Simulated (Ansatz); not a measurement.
Input of the run:

```
crystal:
  lattice:
    - [2.25277, 3.90191, 0.0]
    - [-2.25277, 3.90191, 0.0]
    - [0.0, 0.0, 5.988183]
  atoms:
    - { symbol: Te, position: [0.745, 0.255, 0.3333] }
    - { symbol: Te, position: [0.0, 0.745, 0.66663] }
    - { symbol: Te, position: [0.255, 0.0, 0.99997] }
  symmetry: { tolerance: 0.0003 }
kpoints:
  mp_grid: { grid: [7, 7, 5], shift: [0, 0, 0] }
  band_path:
    path:
      - [0.0, 0.0, 0.0]
      - [0.5, 0.5, 0.0]
      - [0.33333333, 0.66666667, 0.0]
      - [0.0, 0.0, 0.0]
      - [0.0, 0.0, 0.5]
      - [0.5, 0.5, 0.5]
      - [0.33333333, 0.66666667, 0.5]
      - [0.0, 0.0, 0.5]
      - [0.5, 0.5, 0.5]
      - [0.5, 0.5, 0.0]
      - [0.33333333, 0.66666667, 0.5]
    npoints: 6
magnetization:
  spin_polarized: false
scf:
  occupations: { method: fermi_dirac }
  lower_state_search: "off"
  max_iter: 200
hamiltonian:
  pseudopotentials: { kind: paw }
  xc: r2scan
basis:
  ecutwfc: 500
  fft_grid_basis: typed
output:
  forces: true
  stress: true
  eigenvalues: true
  bader: true
  populations: true
  elf: true
  write_potential: true
  volumetric_format: npy
  dos:
    e_range: [-12, 8]
    de: 0.05
    projected: { site_lists: { Te: [Te] } }
checkpoint:
  read: saved_state
```

What does the calculation give for the electronic structure?

There is a gap; over the k points computed it is 0.33 eV. By projected weight, the top eV of the valence band is Te 5p almost alone; the bottom eV of the conduction band is Te 5p almost alone.

Spin-orbit coupling is left out, which matters for Te.

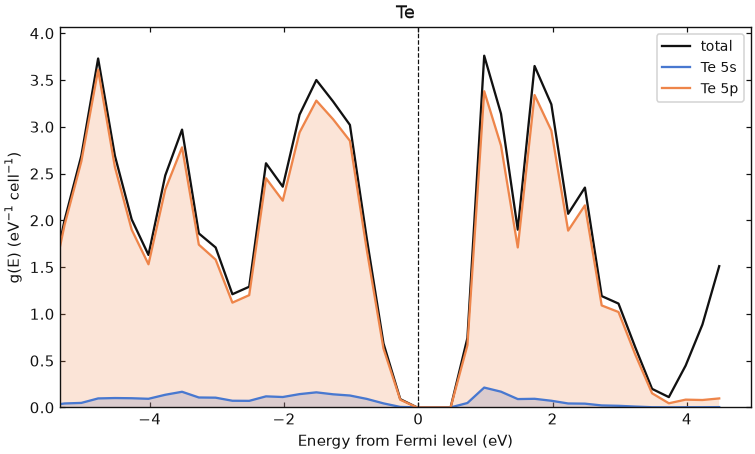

Density of states. Energies are counted from the Fermi level, put mid-gap where there is a gap. The partial curves are projected on Löwdin-orthogonalised atomic shells.
